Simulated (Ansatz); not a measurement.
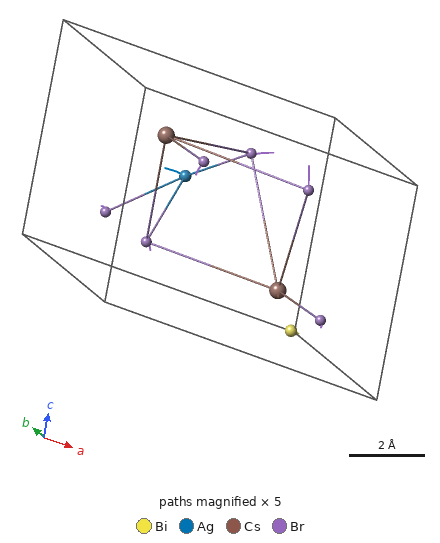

A Born-Oppenheimer molecular dynamics run of a 10-atom cell of Cs₂AgBiBr₆, 45 fs long. Lines trace each atom's path, in the colour of its element; spheres stand at the starting positions. The excursions are magnified 5 times. Seen slightly off an axis in the reduced simulation cell.

Level of theory: Ansatz, DFT, PAW plane waves, PBE. Set-up: plane-wave cutoff 420 eV; k-point mesh 3 × 3 × 3; Gaussian smearing 0.1 eV; Langevin thermostat (NVT); set temperature 100 K; time step 1.5 fs.

Q: What do the traces tell about the motion?

A: In the second half of the run the atoms are, in the root-mean-square, this far from where they began (common drift taken out): Ag 0.09 Å, Br 0.07 Å, Cs 0.04 Å, Bi 0.04 Å. The run lasts only 45 fs, too short to tell vibration from diffusion.
